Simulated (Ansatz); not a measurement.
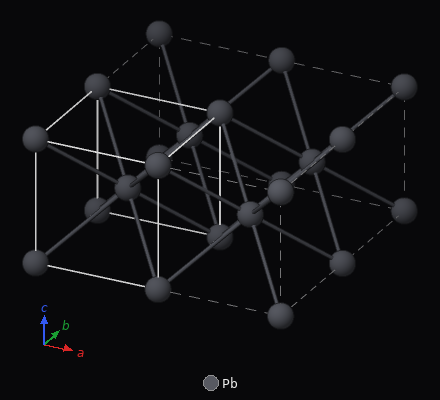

Pb (Im-3m, No. 229): the input geometry of a calculation; the starting structure was generated, so it need not be a known form of this composition.

```cif
data_structure
_symmetry_space_group_name_H-M 'P 1'
_symmetry_Int_Tables_number 1
_cell_length_a 3.9512
_cell_length_b 3.9512
_cell_length_c 3.9512
_cell_angle_alpha 90.000
_cell_angle_beta 90.000
_cell_angle_gamma 90.000
_cell_volume 61.69
loop_
_atom_site_label
_atom_site_type_symbol
_atom_site_fract_x
_atom_site_fract_y
_atom_site_fract_z
_atom_site_occupancy
Pb1 Pb 0.00000 0.00000 0.00000 1
Pb2 Pb 0.50000 0.50000 0.50000 1
```

**What will a HAADF-like image along [211] show? Simulation: incoherent imaging, intensity Z^1.6 per atom, probe width 0.80 Å, thin sample. The probe carries 15 % of its weight in a tail 2.5 times as wide.**

The columns repeat on a rectangular net of 1.14 × 2.79 Å (plane group p2mm). All columns are alike (Pb). The shortest distance between visible columns is 1.14 Å in projection. Along the beam the structure repeats every 9.68 Å.

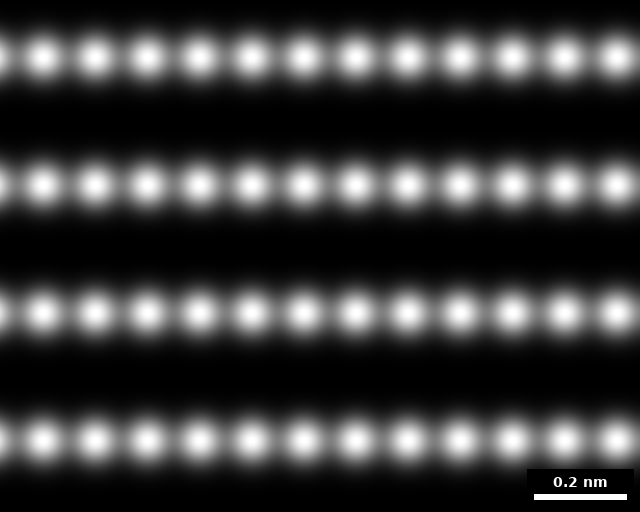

The simulated image.
